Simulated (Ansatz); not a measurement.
**NbN: geometry relaxation (part 3 of 3)**

Continued. System: NbN (slab, 24 atoms in the cell). Method: DFT PBE+D3(BJ), scalar-relativistic, plane waves, PAW, no spin polarisation (Ansatz 0.2.0); cutoff 420 eV, 3×3×1 k-mesh, Gaussian smearing of 0.1 eV. The structure derives from an entry of the Crystallography Open Database. The input holds or restrains some coordinates. Forces given for the steps count only the free coordinates. It belongs to a series of runs on one base structure; here: clean slab, lower planes held.

Geometry of the input (Å; fractional positions):
```
6.2012  0.0000  0.0000
0.0000  6.2012  0.0000
0.0000  0.0000  20.3849
Nb 0.5000  0.5000  0.3924
Nb 0.5000  0.0000  0.3924
Nb 0.0000  0.5000  0.3924
Nb 0.0000  0.0000  0.3924
N  0.2500  0.2500  0.3924
N  0.2500  0.7500  0.3924
N  0.7500  0.2500  0.3924
N  0.7500  0.7500  0.3924
Nb 0.7500  0.7500  0.5000
Nb 0.7500  0.2500  0.5000
Nb 0.2500  0.7500  0.5000
Nb 0.2500  0.2500  0.5000
N  0.5000  0.5000  0.5000
N  0.5000  0.0000  0.5000
N  0.0000  0.5000  0.5000
N  0.0000  0.0000  0.5000
Nb 0.0000  0.0000  0.6076
Nb 0.0000  0.5000  0.6076
Nb 0.5000  0.0000  0.6076
Nb 0.5000  0.5000  0.6076
N  0.7500  0.7500  0.6076
N  0.7500  0.2500  0.6076
N  0.2500  0.7500  0.6076
N  0.2500  0.2500  0.6076
```

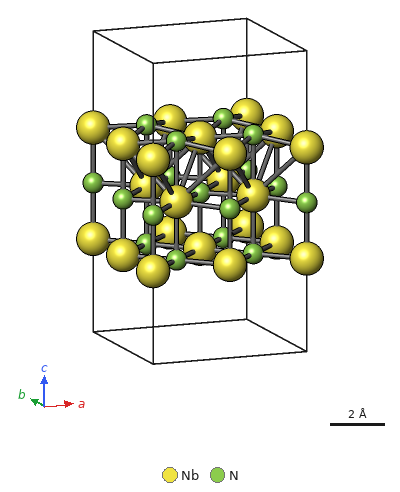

*The geometry at step 3 of the log (ball-and-stick view of the cell of the calculation, with the vacuum cut short, seen slightly off an axis).*

### The program's output, continued
```
  k-point 0: bands = ["-52.0016", "-51.9497", "-51.9497", "-51.9057", "-51.8485", "-51.7746", "-51.7746", "-51.7307", "-51.6745", "-51.6615", "-51.6615", "-51.6147", "-28.5780", "-28.5780", "-28.4977", "-28.4977", "-28.3992", "-28.3992", "-28.3247", "-28.3063", "-28.3063", "-28.2168", "-28.2168", "-28.1229", "-28.0854", "-28.0759", "-28.0759", "-27.9352", "-27.9182", "-27.9182", "-27.8957", "-27.8957", "-27.7732", "-27.7732", "-27.7723", "-27.7723", "-27.7503", "-27.7503", "-27.7064", "-27.6185", "-27.6185", "-27.6060", "-27.6060", "-27.5814", "-27.5812", "-27.5812", "-27.5559", "-27.5559", "-12.8828", "-12.5132", "-11.8409", "-11.5363", "-11.4327", "-11.3343", "-11.3343", "-11.0641", "-10.3417", "-10.3417", "-9.9358", "-9.9358", "-4.3258", "-4.3258", "-3.7218", "-3.7218", "-2.9514", "-2.9514", "-2.7642", "-2.7642", "-2.2564", "-2.2128", "-2.2128", "-1.9116", "-1.9116", "-1.6255", "-1.6255", "-1.5741", "-1.4435", "-1.4435", "-1.4045", "-1.4045", "-0.9436", "-0.7497", "-0.7497", "-0.5754", "-0.5754", "-0.2776", "-0.1059", "-0.0365", "-0.0365", "0.0720", "0.0720", "0.0871", "0.9719", "1.0435", "1.0435", "1.1261", "1.1261", "1.2605", "1.5414", "1.5414", "2.1624", "3.3629", "3.3629", "3.7176", "3.8465", "3.8465", "4.5474", "4.5490", "4.5490", "4.9529", "4.9529", "5.1274", "5.1274", "5.3237", "5.3359", "5.3359", "5.4755", "5.4836", "5.4836", "5.5535", "5.5535", "5.7524", "5.7524", "5.8330", "5.9445", "5.9445", "6.0160", "6.2574", "6.2574", "6.4113", "6.4113", "6.4212"]
  k-point 1: bands = ["-51.9886", "-51.9627", "-51.9387", "-51.9167", "-51.8315", "-51.7948", "-51.7637", "-51.7418", "-51.6700", "-51.6632", "-51.6498", "-51.6264", "-28.5166", "-28.4599", "-28.4448", "-28.4027", "-28.3764", "-28.3681", "-28.3006", "-28.2887", "-28.2629", "-28.2195", "-28.1804", "-28.1364", "-28.0985", "-28.0665", "-28.0659", "-27.9985", "-27.9648", "-27.9266", "-27.9077", "-27.8986", "-27.8649", "-27.8054", "-27.8031", "-27.8000", "-27.7551", "-27.7478", "-27.7370", "-27.6882", "-27.6852", "-27.6722", "-27.6568", "-27.5978", "-27.5663", "-27.5551", "-27.5508", "-27.5361", "-12.5326", "-12.2451", "-11.7693", "-11.6592", "-11.5049", "-11.2650", "-11.0998", "-10.8069", "-10.7653", "-10.6713", "-10.3628", "-10.2462", "-3.7266", "-3.5885", "-3.2418", "-3.0849", "-2.4839", "-2.4243", "-2.3984", "-2.3137", "-2.2728", "-2.2136", "-2.1592", "-1.9142", "-1.9036", "-1.8710", "-1.7420", "-1.5192", "-1.3969", "-1.2716", "-1.1728", "-0.9969", "-0.9848", "-0.9764", "-0.9515", "-0.9352", "-0.8489", "-0.6804", "-0.6456", "-0.6060", "-0.5262", "-0.4110", "-0.3800", "-0.2297", "-0.0185", "-0.0131", "0.3237", "0.4191", "1.3454", "1.7420", "2.2316", "2.5703", "2.8557", "3.2524", "3.4647", "3.4810", "3.6661", "3.6979", "3.8979", "4.0614", "4.1118", "4.1402", "4.4094", "4.4757", "4.6066", "4.8272", "5.2824", "5.4065", "5.4946", "5.5683", "5.5820", "5.5975", "5.6449", "5.9100", "6.1423", "6.2151", "6.2550", "6.3089", "6.4872", "6.5075", "6.6369", "6.6378", "6.6892", "6.7104"]
  k-point 2: bands = ["-51.9762", "-51.9512", "-51.9512", "-51.9283", "-51.8155", "-51.7817", "-51.7817", "-51.7552", "-51.6641", "-51.6539", "-51.6539", "-51.6355", "-28.4067", "-28.4067", "-28.3435", "-28.3280", "-28.3280", "-28.2786", "-28.2748", "-28.2367", "-28.2261", "-28.1769", "-28.1769", "-28.1108", "-28.1095", "-28.0878", "-28.0878", "-28.0227", "-28.0095", "-27.9977", "-27.9456", "-27.9456", "-27.8892", "-27.8878", "-27.8543", "-27.8543", "-27.8290", "-27.7830", "-27.7297", "-27.7297", "-27.6807", "-27.6807", "-27.6784", "-27.6479", "-27.6027", "-27.5500", "-27.5500", "-27.5163", "-12.3042", "-12.1084", "-11.8669", "-11.8669", "-11.2890", "-11.1246", "-10.8798", "-10.8717", "-10.8717", "-10.6781", "-10.4526", "-10.4526", "-3.4688", "-3.4688", "-3.0016", "-2.9741", "-2.9741", "-2.5337", "-2.5224", "-2.4327", "-2.1956", "-2.1956", "-1.9230", "-1.9230", "-1.7537", "-1.7537", "-1.6989", "-1.5412", "-1.4496", "-1.4058", "-1.3957", "-1.1224", "-1.1224", "-0.9639", "-0.9162", "-0.9162", "-0.9094", "-0.6568", "-0.6271", "-0.6271", "-0.6028", "-0.3504", "-0.2150", "-0.2150", "-0.1424", "-0.0412", "0.0610", "0.1128", "1.2794", "2.2521", "2.2521", "2.2792", "3.0596", "3.2061", "3.7172", "4.1048", "4.1640", "4.3256", "4.3987", "4.3987", "4.5750", "4.6245", "4.6245", "4.7538", "4.7538", "4.7808", "5.0399", "5.0399", "5.1307", "5.3558", "5.3558", "5.5553", "5.7255", "5.7255", "5.8207", "5.9074", "5.9074", "6.0266", "6.0314", "6.0881", "6.0881", "6.3359", "6.4166", "6.5527"]
--- Relaxed structure (5 steps of the walk, 5 accepted, 0 SCFs on fresh bases) ---
  F+E_penalty+E_count = -59260.17179114 eV   max|allowed force component| = 7.432e-3 eV/Å
  atoms:
    - { symbol: Nb, position: [0.5, 0.5, 0.39244769389999995] }
    - { symbol: Nb, position: [0.5, 0.0, 0.39244769389999995] }
    - { symbol: Nb, position: [0.0, 0.5, 0.39244769389999995] }
    - { symbol: Nb, position: [0.0, 0.0, 0.39244769389999995] }
    - { symbol: N, position: [0.25, 0.25, 0.39244769389999995] }
    - { symbol: N, position: [0.25, 0.7500000000000001, 0.39244769389999995] }
    - { symbol: N, position: [0.7500000000000001, 0.25, 0.39244769389999995] }
    - { symbol: N, position: [0.7500000000000001, 0.7500000000000001, 0.39244769389999995] }
    - { symbol: Nb, position: [0.7500000000000001, 0.7500000000000001, 0.501792721228443] }
    - { symbol: Nb, position: [0.7500000000000001, 0.25, 0.501792721228443] }
    - { symbol: Nb, position: [0.25, 0.7500000000000001, 0.501792721228443] }
    - { symbol: Nb, position: [0.25, 0.25, 0.501792721228443] }
    - { symbol: N, position: [0.5, 0.5, 0.4981617317381304] }
    - { symbol: N, position: [0.5, 1.4558238859199971e-34, 0.4981617317381304] }
    - { symbol: N, position: [4.5130540463519915e-35, 0.5, 0.4981617317381304] }
    - { symbol: N, position: [8.831998241247984e-35, -3.4939773262079935e-35, 0.4981617317381304] }
    - { symbol: Nb, position: [-1.646051540346877e-33, -6.483269038630387e-34, 0.6024214124078983] }
    - { symbol: Nb, position: [7.337352385036786e-34, 0.5, 0.6024214124078983] }
    - { symbol: Nb, position: [0.5, -4.076306880575992e-34, 0.6024214124078983] }
    - { symbol: Nb, position: [0.5, 0.5, 0.6024214124078983] }
    - { symbol: N, position: [0.7500000000000001, 0.7500000000000001, 0.6167760814309506] }
    - { symbol: N, position: [0.7500000000000001, 0.25, 0.6167760814309506] }
    - { symbol: N, position: [0.25, 0.7500000000000001, 0.6167760814309506] }
    - { symbol: N, position: [0.25, 0.25, 0.6167760814309506] }
```

### Trajectory as extended XYZ (Å, eV, eV/Å), 5 frames, from step=1 to step=5
```
24
Lattice="6.2012 0.0000 0.0000 0.0000 6.2012 0.0000 0.0000 0.0000 20.3849" Properties=species:S:1:pos:R:3:forces:R:3 step=1 energy=-59259.02394
Nb    3.1006    3.1006    8.0000    0.0000   0.0000   1.8265
Nb    3.1006    0.0000    8.0000    0.0000   0.0000   1.8265
Nb    0.0000    3.1006    8.0000    0.0000   0.0000   1.8265
Nb    0.0000    0.0000    8.0000    0.0000   0.0000   1.8265
N     1.5503    1.5503    8.0000    0.0000   0.0000  -1.7245
N     1.5503    4.6509    8.0000    0.0000   0.0000  -1.7245
N     4.6509    1.5503    8.0000    0.0000   0.0000  -1.7245
N     4.6509    4.6509    8.0000    0.0000   0.0000  -1.7245
Nb    4.6509    4.6509   10.1924    0.0000   0.0000   0.0000
Nb    4.6509    1.5503   10.1924    0.0000   0.0000   0.0000
Nb    1.5503    4.6509   10.1924    0.0000   0.0000   0.0000
Nb    1.5503    1.5503   10.1924    0.0000   0.0000   0.0000
N     3.1006    3.1006   10.1924    0.0000   0.0000   0.0000
N     3.1006    0.0000   10.1924    0.0000   0.0000   0.0000
N     0.0000    3.1006   10.1924    0.0000   0.0000   0.0000
N     0.0000    0.0000   10.1924    0.0000   0.0000   0.0000
Nb    0.0000    0.0000   12.3849    0.0000   0.0000  -1.8265
Nb    0.0000    3.1006   12.3849    0.0000   0.0000  -1.8265
Nb    3.1006    0.0000   12.3849    0.0000   0.0000  -1.8265
Nb    3.1006    3.1006   12.3849    0.0000   0.0000  -1.8265
N     4.6509    4.6509   12.3849    0.0000   0.0000   1.7245
N     4.6509    1.5503   12.3849    0.0000   0.0000   1.7245
N     1.5503    4.6509   12.3849    0.0000   0.0000   1.7245
N     1.5503    1.5503   12.3849    0.0000   0.0000   1.7245
24
Lattice="6.2012 0.0000 0.0000 0.0000 6.2012 0.0000 0.0000 0.0000 20.3849" Properties=species:S:1:pos:R:3:forces:R:3 step=2 energy=-59260.10827
Nb    3.1006    3.1006    8.0000    0.0000   0.0000   1.0765
Nb    3.1006    0.0000    8.0000    0.0000   0.0000   1.0765
Nb    0.0000    3.1006    8.0000    0.0000   0.0000   1.0765
Nb    0.0000    0.0000    8.0000    0.0000   0.0000   1.0765
N     1.5503    1.5503    8.0000    0.0000   0.0000  -1.2613
N     1.5503    4.6509    8.0000    0.0000   0.0000  -1.2613
N     4.6509    1.5503    8.0000    0.0000   0.0000  -1.2613
N     4.6509    4.6509    8.0000    0.0000   0.0000  -1.2613
Nb    4.6509    4.6509   10.2280    0.0000   0.0000  -0.2550
Nb    4.6509    1.5503   10.2280    0.0000   0.0000  -0.2550
Nb    1.5503    4.6509   10.2280    0.0000   0.0000  -0.2550
Nb    1.5503    1.5503   10.2280    0.0000   0.0000  -0.2550
N     3.1006    3.1006   10.1446    0.0000   0.0000  -0.1470
N     3.1006    0.0000   10.1446    0.0000   0.0000  -0.1470
N     0.0000    3.1006   10.1446    0.0000   0.0000  -0.1470
N     0.0000    0.0000   10.1446    0.0000   0.0000  -0.1470
Nb    0.0000    0.0000   12.2503    0.0000   0.0000   0.1557
Nb    0.0000    3.1006   12.2503    0.0000   0.0000   0.1557
Nb    3.1006    0.0000   12.2503    0.0000   0.0000   0.1557
Nb    3.1006    3.1006   12.2503    0.0000   0.0000   0.1557
N     4.6509    4.6509   12.5033    0.0000   0.0000   0.4323
N     4.6509    1.5503   12.5033    0.0000   0.0000   0.4323
N     1.5503    4.6509   12.5033    0.0000   0.0000   0.4323
N     1.5503    1.5503   12.5033    0.0000   0.0000   0.4323
24
Lattice="6.2012 0.0000 0.0000 0.0000 6.2012 0.0000 0.0000 0.0000 20.3849" Properties=species:S:1:pos:R:3:forces:R:3 step=3 energy=-59260.16887
Nb    3.1006    3.1006    8.0000    0.0000   0.0000   1.1443
Nb    3.1006    0.0000    8.0000    0.0000   0.0000   1.1443
Nb    0.0000    3.1006    8.0000    0.0000   0.0000   1.1443
Nb    0.0000    0.0000    8.0000    0.0000   0.0000   1.1443
N     1.5503    1.5503    8.0000    0.0000   0.0000  -1.1168
N     1.5503    4.6509    8.0000    0.0000   0.0000  -1.1168
N     4.6509    1.5503    8.0000    0.0000   0.0000  -1.1168
N     4.6509    4.6509    8.0000    0.0000   0.0000  -1.1168
Nb    4.6509    4.6509   10.2389    0.0000   0.0000  -0.1194
Nb    4.6509    1.5503   10.2389    0.0000   0.0000  -0.1194
Nb    1.5503    4.6509   10.2389    0.0000   0.0000  -0.1194
Nb    1.5503    1.5503   10.2389    0.0000   0.0000  -0.1194
N     3.1006    3.1006   10.1534    0.0000   0.0000   0.0026
N     3.1006    0.0000   10.1534    0.0000   0.0000   0.0026
N     0.0000    3.1006   10.1534    0.0000   0.0000   0.0026
N     0.0000    0.0000   10.1534    0.0000   0.0000   0.0026
Nb    0.0000    0.0000   12.2775    0.0000   0.0000   0.0809
Nb    0.0000    3.1006   12.2775    0.0000   0.0000   0.0809
Nb    3.1006    0.0000   12.2775    0.0000   0.0000   0.0809
Nb    3.1006    3.1006   12.2775    0.0000   0.0000   0.0809
N     4.6509    4.6509   12.5710    0.0000   0.0000   0.0091
N     4.6509    1.5503   12.5710    0.0000   0.0000   0.0091
N     1.5503    4.6509   12.5710    0.0000   0.0000   0.0091
N     1.5503    1.5503   12.5710    0.0000   0.0000   0.0091
24
Lattice="6.2012 0.0000 0.0000 0.0000 6.2012 0.0000 0.0000 0.0000 20.3849" Properties=species:S:1:pos:R:3:forces:R:3 step=4 energy=-59260.17132
Nb    3.1006    3.1006    8.0000    0.0000   0.0000   1.1754
Nb    3.1006    0.0000    8.0000    0.0000   0.0000   1.1754
Nb    0.0000    3.1006    8.0000    0.0000   0.0000   1.1754
Nb    0.0000    0.0000    8.0000    0.0000   0.0000   1.1754
N     1.5503    1.5503    8.0000    0.0000   0.0000  -1.1538
N     1.5503    4.6509    8.0000    0.0000   0.0000  -1.1538
N     4.6509    1.5503    8.0000    0.0000   0.0000  -1.1538
N     4.6509    4.6509    8.0000    0.0000   0.0000  -1.1538
Nb    4.6509    4.6509   10.2322    0.0000   0.0000  -0.0182
Nb    4.6509    1.5503   10.2322    0.0000   0.0000  -0.0182
Nb    1.5503    4.6509   10.2322    0.0000   0.0000  -0.0182
Nb    1.5503    1.5503   10.2322    0.0000   0.0000  -0.0182
N     3.1006    3.1006   10.1552    0.0000   0.0000   0.0245
N     3.1006    0.0000   10.1552    0.0000   0.0000   0.0245
N     0.0000    3.1006   10.1552    0.0000   0.0000   0.0245
N     0.0000    0.0000   10.1552    0.0000   0.0000   0.0245
Nb    0.0000    0.0000   12.2839    0.0000   0.0000  -0.0479
Nb    0.0000    3.1006   12.2839    0.0000   0.0000  -0.0479
Nb    3.1006    0.0000   12.2839    0.0000   0.0000  -0.0479
Nb    3.1006    3.1006   12.2839    0.0000   0.0000  -0.0479
N     4.6509    4.6509   12.5728    0.0000   0.0000   0.0200
N     4.6509    1.5503   12.5728    0.0000   0.0000   0.0200
N     1.5503    4.6509   12.5728    0.0000   0.0000   0.0200
N     1.5503    1.5503   12.5728    0.0000   0.0000   0.0200
24
Lattice="6.2012 0.0000 0.0000 0.0000 6.2012 0.0000 0.0000 0.0000 20.3849" Properties=species:S:1:pos:R:3:forces:R:3 step=5 energy=-59260.17179
Nb    3.1006    3.1006    8.0000    0.0000   0.0000   1.1638
Nb    3.1006    0.0000    8.0000    0.0000   0.0000   1.1638
Nb    0.0000    3.1006    8.0000    0.0000   0.0000   1.1638
Nb    0.0000    0.0000    8.0000    0.0000   0.0000   1.1638
N     1.5503    1.5503    8.0000    0.0000   0.0000  -1.1667
N     1.5503    4.6509    8.0000    0.0000   0.0000  -1.1667
N     4.6509    1.5503    8.0000    0.0000   0.0000  -1.1667
N     4.6509    4.6509    8.0000    0.0000   0.0000  -1.1667
Nb    4.6509    4.6509   10.2290    0.0000   0.0000  -0.0021
Nb    4.6509    1.5503   10.2290    0.0000   0.0000  -0.0021
Nb    1.5503    4.6509   10.2290    0.0000   0.0000  -0.0021
Nb    1.5503    1.5503   10.2290    0.0000   0.0000  -0.0021
N     3.1006    3.1006   10.1550    0.0000   0.0000   0.0074
N     3.1006    0.0000   10.1550    0.0000   0.0000   0.0074
N     0.0000    3.1006   10.1550    0.0000   0.0000   0.0074
N     0.0000    0.0000   10.1550    0.0000   0.0000   0.0074
Nb    0.0000    0.0000   12.2803    0.0000   0.0000  -0.0009
Nb    0.0000    3.1006   12.2803    0.0000   0.0000  -0.0009
Nb    3.1006    0.0000   12.2803    0.0000   0.0000  -0.0009
Nb    3.1006    3.1006   12.2803    0.0000   0.0000  -0.0009
N     4.6509    4.6509   12.5729    0.0000   0.0000  -0.0017
N     4.6509    1.5503   12.5729    0.0000   0.0000  -0.0017
N     1.5503    4.6509   12.5729    0.0000   0.0000  -0.0017
N     1.5503    1.5503   12.5729    0.0000   0.0000  -0.0017
```

### Results in brief

- outcome: converged under the restraints of the input
- electrons treated: 216
- free energy: −59260.1718 eV
- work function, top face: 3.36 eV
- work function, bottom face: 3.59 eV
- Fermi energy: 4.357 eV
- gap on the k-point mesh: none (metallic)
- final volume: 783.89 Å³
- work function (upper face): 3.36 eV
- largest force (length of the vector) at the end, held atoms and coordinates included: 1.167 eV/Å
- hardware: 4 threads of Arm Neoverse V2, 24 GiB of memory available, shared host
- wall time: 45 s (CPU time 2.9 min)
- peak memory: 1.6 GiB

### Notes

The program warns: the exchange-correlation potential is rough where the density is thin.
